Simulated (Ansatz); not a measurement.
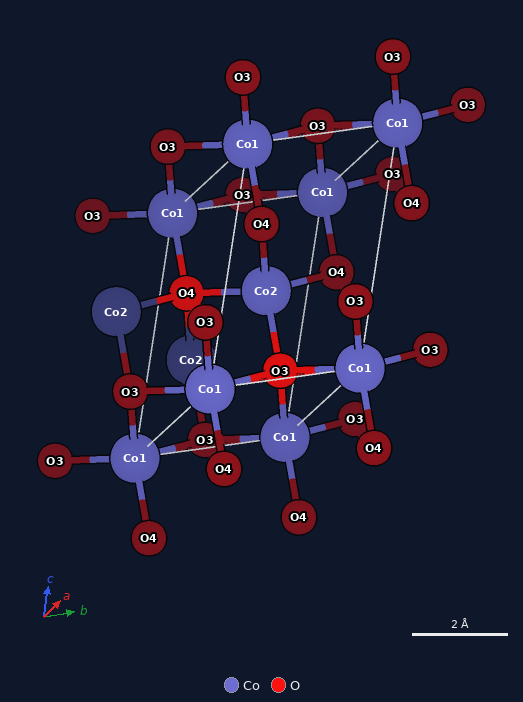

The structure (ball-and-stick view of the reduced cell, seen at an oblique angle; neighbours outside the cell are drawn fainter; atoms are numbered from 1 in the order of the input). An atom can appear more than once, as a periodic image.

# Two runs on CoO

System: CoO (4 atoms in the cell).
Method of run 1: DFT PBEsol, scalar-relativistic, plane waves, PAW, spin-polarised (Ansatz 0.2.0).

The structure derives from a Materials Project entry. Text and figures count atoms from 1; the logs count them from 0 in places.

## Input, run 1
```yaml
crystal:
  lattice:
    - [1.6022198417, 0.9250420569, 5.1329417806]
    - [-1.6022198417, 0.9250420569, 5.1329417806]
    - [0.0, -1.8500841138, 5.1329417806]
  atoms:
    - { symbol: Co, position: [0.99948773, 0.99948773, 0.99948773], spin: 4.5 }
    - { symbol: Co, position: [0.49949059, 0.49949059, 0.49949059], spin: 4.5 }
    - { symbol: O, position: [0.37549553, 0.37549553, 0.37549553] }
    - { symbol: O, position: [0.8755255, 0.8755255, 0.8755255] }
basis:
  ecutwfc: 420
kpoints:
  mp_grid: { grid: [18, 18, 18] }
hamiltonian:
  xc: pbesol
scf:
  occupations: { method: gaussian, width: 0.1 }
  lower_state_search: "off"
output:
  forces: true
  stress: true
  eigenvalues: true
  populations: true
magnetization:
  spin_polarized: true
```

Launched with:
```bash
ansatz run input.yaml --threads 1 --pin off --max-ram 2560MiB --backend cpu --events-out ev --progress --plain --runs-dir out
```

Hardware: 1 thread of Intel Xeon @ 2.70GHz, 189 GiB of memory available, shared host.

## Output, shortened to warnings, some set-up lines, iterations and results (run 1)
```
Basis set: ecut = 420 eV, 911 PW (Γ), FFT grids on a1−a3, a2−a3, a3, exchange–correlation on 48×48×80 points (8 copies of the dense FFT grid, shifted against one another)
Symmetry: 6 space group operations
k-points: 580 of 5832 (time reversal used)
Initial density: superposition of atomic densities (chi_scale 0.1, normalization cell, long waves kept (reshape's long-wave potential 0.00 eV rms))
[...]
SCF iter   1: F=—  HF=-11306.442919 eV  |F-HF|=—  |Δ(HF+E_count)|=         —  Δρ=3.49e-1 (↑1.05e-1 ↓3.49e-1)  dr2=2.79e1  dr2_m=1.97e1  M=4.597 μB ∫|m|=4.597 μB  β_m=0.30  …
SCF iter   2: F=—  HF=-11304.478797 eV  |F-HF|=—  |Δ(HF+E_count)|=    1.96e0  Δρ=9.32e-2 (↑9.32e-2 ↓7.14e-2)  dr2=9.11e-1  dr2_m=2.46e0  M=6.001 μB ∫|m|=6.004 μB  β_m=0.30  …
SCF iter   3: F=—  HF=-11304.684833 eV  |F-HF|=—  |Δ(HF+E_count)|=   2.06e-1  Δρ=6.44e-2 (↑6.29e-2 ↓6.44e-2)  dr2=4.98e-1  dr2_m=1.53e0  M=5.966 μB ∫|m|=5.968 μB  β_m=0.30  …
SCF iter   4: F=—  HF=-11304.860802 eV  |F-HF|=—  |Δ(HF+E_count)|=   1.76e-1  Δρ=6.28e-2 (↑4.46e-2 ↓6.28e-2)  dr2=1.38e0  dr2_m=9.14e-1  M=5.949 μB ∫|m|=5.957 μB  β_m=1.00  …
SCF iter   5: F=—  HF=-11305.018106 eV  |F-HF|=—  |Δ(HF+E_count)|=   1.57e-1  Δρ=2.46e-2 (↑2.46e-2 ↓9.50e-3)  dr2=3.05e-1  dr2_m=7.20e-2  M=5.867 μB ∫|m|=5.891 μB  β_m=0.30  …
[... 10 lines ...]
SCF iter  16: F=—  HF=-11305.052344 eV  |F-HF|=—  |Δ(HF+E_count)|=   8.63e-6  Δρ=3.16e-4 (↑6.64e-5 ↓3.16e-4)  dr2=5.25e-5  dr2_m=8.85e-6  M=5.583 μB ∫|m|=5.595 μB  β_m=0.79  …
SCF iter  17: F=—  HF=-11305.052305 eV  |F-HF|=—  |Δ(HF+E_count)|=   3.90e-5  Δρ=1.34e-4 (↑4.66e-5 ↓1.34e-4)  dr2=7.00e-6  dr2_m=2.00e-6  M=5.580 μB ∫|m|=5.592 μB  β_m=0.89  …
SCF iter  18: F=—  HF=-11305.052306 eV  |F-HF|=—  |Δ(HF+E_count)|=   6.81e-7  Δρ=7.93e-5 (↑1.53e-5 ↓7.93e-5)  dr2=3.31e-6  dr2_m=5.77e-7  M=5.580 μB ∫|m|=5.592 μB  β_m=0.95  …
SCF iter  19: F=-11305.052306 eV  HF=-11305.052306 eV  |F-HF|=1.18e-8  |Δ(HF+E_count)|=   6.00e-8  Δρ=5.24e-6 (↑2.60e-6 ↓5.24e-6)  dr2=2.21e-8  dr2_m=2.50e-9  M=5.579 μB …
SCF 1 converged in 19 iterations: F = -11305.052306 eV  dr2 = 2.21e-8
SCF converged after 19 iterations
Magnetization: 5.5795 μB (25.7897 up, 20.2103 down)
Absolute magnetization: 5.5918 μB (∫|ρ↑−ρ↓|, with the PAW one-centre terms)
Spin contamination: 0.0248 ħ² per cell (⟨S²⟩ above its minimum at these occupations)
Per-site moments (μB) at R_I (Å): [(2.2231528680541213, 0.7874100006093925), (2.223349445736927, 0.7876185372767301), (0.31792502410975443, 0.7876185372767301), (0.31793058836095317, 0.7874100006093925)]
Free energy (F): -11305.052306 eV
Harris-Foulkes:  -11305.052306 eV  (|F-HF|=1.18e-8)
Internal energy: -11305.028332 eV  (E = F + TS)
E sigma→0 (E₀):  -11305.040319 eV
Entropy (-TS):   -0.023974 eV (-5.993 meV/atom)
Fermi energy:    10.932323 eV
--- Per-component energies (eV) ---
  E_band       = -741.562172
  E_kinetic    = 1235.788350
  E_local      = -7738.586283  (includes V_loc(G=0)·N_el)
  E_nonlocal   = 1027.205633
  E_hartree    = 3184.601750
  E_xc         = -452.298740
  E_vxc        = -584.256658  (∫ρ·V_xc dr)
  E_paw        = -3274.781797  (= ΣΔE_a)
  E_vpaw       = -1050.920343  (= ΣTr[D̂ρ^β])
  E_aug_tail   = 0.005168  (compensation charges beyond the density's cutoff)
  E_ewald      = -5287.409829
  E_core_change = 0.447414  (= ΣΔE_core)
  E_smearing   = -0.023974  (= −TS)
  E_closure    = -0.000000  (closes the sum)
  Σ components = -11305.052306   (vs F -11305.052306, Δ=0.00e0)
--- Forces (eV/Å), atoms counted from 1 ---
  atom   1  Co     0.00000000    -0.00000000     0.21598430
  atom   2  Co     0.00000000    -0.00000000     0.21314932
  atom   3  O     -0.00000000     0.00000000    -0.21118335
  atom   4  O     -0.00000000     0.00000000    -0.21788405
  max |Σ_I F_I| component: 6.62e-5 eV/Å
--- Stress (GPa, compression-positive) ---
       -9.538759       0.000000       0.000000
        0.000000      -9.538759       0.000000
        0.000000      -0.000000      -4.645306
  P = ⅓ Tr σ = -7.9076 GPa (-79.076 kbar)
--- Löwdin populations: 4 sites ---
  site symbol       q [e]    m [muB]
     0     Co     15.9611     2.3261
     1     Co     15.9613     2.3261
     2      O      6.8742     0.4585
     3      O      6.8742     0.4586
  spilling = 0.007156 (of n_electrons = 46.000000)
```

For run 2 the input was changed thus:
```diff
-    - { symbol: Co, position: [0.99948773, 0.99948773, 0.99948773], spin: 4.5 }
-    - { symbol: Co, position: [0.49949059, 0.49949059, 0.49949059], spin: 4.5 }
+    - { symbol: Co, position: [0.99948773, 0.99948773, 0.99948773] }
+    - { symbol: Co, position: [0.49949059, 0.49949059, 0.49949059] }
-  populations: true
-magnetization:
-  spin_polarized: true
```

Predict how the results change.

With the same functional and potentials, run 2 lies 160.4 meV per atom higher. The pressure goes from −7.91 to −21.72 GPa. The largest force goes from 0.218 to 0.171 eV/Å. The SCF takes 8 iterations against 19. On the same kind of shared host run 2 took about 0.2 times as long. The two runs start from different initial densities, which also moves the count.

## Output, shortened to warnings, some set-up lines, iterations and results (run 2)
```
Basis set: ecut = 420 eV, 911 PW (Γ), FFT grids on a1−a3, a2−a3, a3, exchange–correlation on 48×48×80 points (8 copies of the dense FFT grid, shifted against one another)
Symmetry: 6 space group operations
k-points: 580 of 5832 (time reversal used)
Initial density: superposition of atomic densities (neutral atoms: chi_scale 0, normalization atom), corrected by the library's trained network
[...]
SCF iter   1: F=—  HF=-11304.434522 eV  |F-HF|=—  |Δ(HF+E_count)|=         —  Δρ=1.79e-2  dr2=8.46e-2  ethr=1.77e-3  ⟨swp⟩=5.2  Hψ=59142  notcnv=0
SCF iter   2: F=—  HF=-11304.430526 eV  |F-HF|=—  |Δ(HF+E_count)|=   4.00e-3  Δρ=1.79e-2  dr2=7.04e-2  ethr=1.84e-4  ⟨swp⟩=2.0  Hψ=36116  notcnv=0  defer=67
SCF iter   3: F=—  HF=-11304.411086 eV  |F-HF|=—  |Δ(HF+E_count)|=   1.94e-2  Δρ=2.18e-3  dr2=1.65e-3  ethr=1.53e-4  ⟨swp⟩=2.9  Hψ=31716  notcnv=0  defer=67
SCF iter   4: F=—  HF=-11304.410784 eV  |F-HF|=—  |Δ(HF+E_count)|=   3.02e-4  Δρ=1.19e-3  dr2=4.69e-4  ethr=3.58e-6  ⟨swp⟩=2.0  Hψ=23869  notcnv=0  defer=67
SCF iter   5: F=—  HF=-11304.410748 eV  |F-HF|=—  |Δ(HF+E_count)|=   3.60e-5  Δρ=7.21e-4  dr2=1.05e-4  ethr=1.02e-6  ⟨swp⟩=1.1  Hψ=16210  notcnv=0  defer=67
SCF iter   6: F=—  HF=-11304.410726 eV  |F-HF|=—  |Δ(HF+E_count)|=   2.13e-5  Δρ=1.92e-4  dr2=8.73e-6  ethr=2.28e-7  ⟨swp⟩=1.2  Hψ=16379  notcnv=0  defer=67
SCF iter   7: F=—  HF=-11304.410756 eV  |F-HF|=—  |Δ(HF+E_count)|=   2.98e-5  Δρ=3.18e-5  dr2=3.95e-7  ethr=1.90e-8  ⟨swp⟩=2.1  Hψ=20383  notcnv=0  defer=67
SCF iter   8: F=-11304.410756 eV  HF=-11304.410756 eV  |F-HF|=1.26e-8  |Δ(HF+E_count)|=   3.36e-8  Δρ=7.83e-6  dr2=1.52e-8  ethr=2.17e-10  ⟨swp⟩=5.9  Hψ=64334  notcnv=0
SCF 1 converged in 8 iterations: F = -11304.410756 eV  dr2 = 1.52e-8
SCF converged after 8 iterations
Free energy (F): -11304.410756 eV
Harris-Foulkes:  -11304.410756 eV  (|F-HF|=1.26e-8)
Internal energy: -11304.379319 eV  (E = F + TS)
E sigma→0 (E₀):  -11304.395038 eV
Entropy (-TS):   -0.031437 eV (-7.859 meV/atom)
Fermi energy:    11.037947 eV
--- Per-component energies (eV) ---
  E_band       = -736.547896
  E_kinetic    = 1236.968610
  E_local      = -7744.755428  (includes V_loc(G=0)·N_el)
  E_nonlocal   = 1025.494190
  E_hartree    = 3190.475618
  E_xc         = -452.187301
  E_vxc        = -584.131337  (∫ρ·V_xc dr)
  E_paw        = -3273.417664  (= ΣΔE_a)
  E_vpaw       = -1051.085681  (= ΣTr[D̂ρ^β])
  E_aug_tail   = 0.005069  (compensation charges beyond the density's cutoff)
  E_ewald      = -5287.409829
  E_core_change = 0.447414  (= ΣΔE_core)
  E_smearing   = -0.031437  (= −TS)
  E_closure    = 0.000000  (closes the sum)
  Σ components = -11304.410756   (vs F -11304.410756, Δ=0.00e0)
--- Forces (eV/Å), atoms counted from 1 ---
  atom   1  Co     0.00000000    -0.00000000     0.17086339
  atom   2  Co    -0.00000000    -0.00000000     0.16789201
  atom   3  O      0.00000000     0.00000000    -0.16772062
  atom   4  O      0.00000000     0.00000000    -0.17105391
  max |Σ_I F_I| component: 1.91e-5 eV/Å
--- Stress (GPa, compression-positive) ---
      -22.476022       0.000000       0.000000
        0.000000     -22.476022      -0.000000
        0.000000      -0.000000     -20.218814
  P = ⅓ Tr σ = -21.7236 GPa (-217.236 kbar)
```

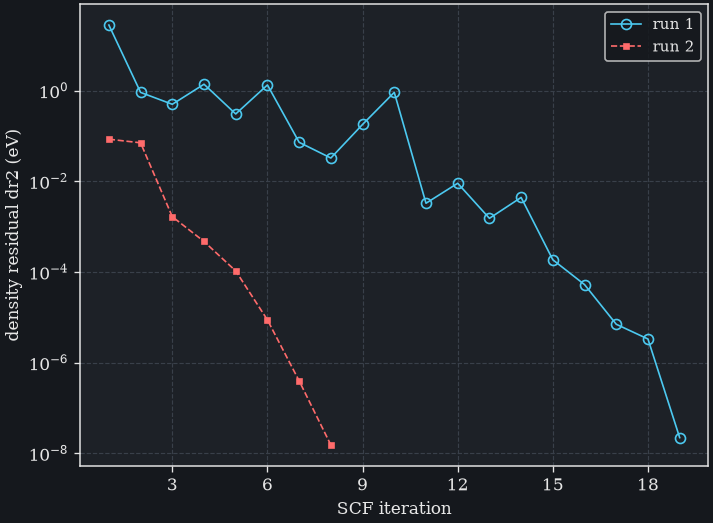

Convergence of the two runs: density residual dr2 against the SCF iteration. Run 1 takes 19 iterations in all, and run 2 takes 8.

## The two runs side by side

| quantity | run 1 | run 2 |
| --- | --- | --- |
| outcome | converged | converged |
| free energy per atom (eV) | −2826.2631 | −2826.1027 |
| energy per atom, smearing taken to zero (eV) | −2826.2601 | −2826.0988 |
| gap on the mesh (eV) | 0.00 | 0.00 |
| net moment of the cell (μB) | 5.58 | – |
| absolute moment of the cell (μB) | 5.59 | – |
| pressure (GPa) | −7.91 | −21.72 |
| largest force (eV/Å) | 0.218 | 0.171 |
| SCF iterations | 19 | 8 |
| irreducible k-points | 580 | 580 |
| plane waves at Γ | 911 | 911 |
| wall time (shared host) | 4.6 min | 56 s |

For run 2: The run has no spin polarisation, so a magnetic state may lie lower. The cell is under a tension of 22 GPa at this level, so it is not at its equilibrium volume.
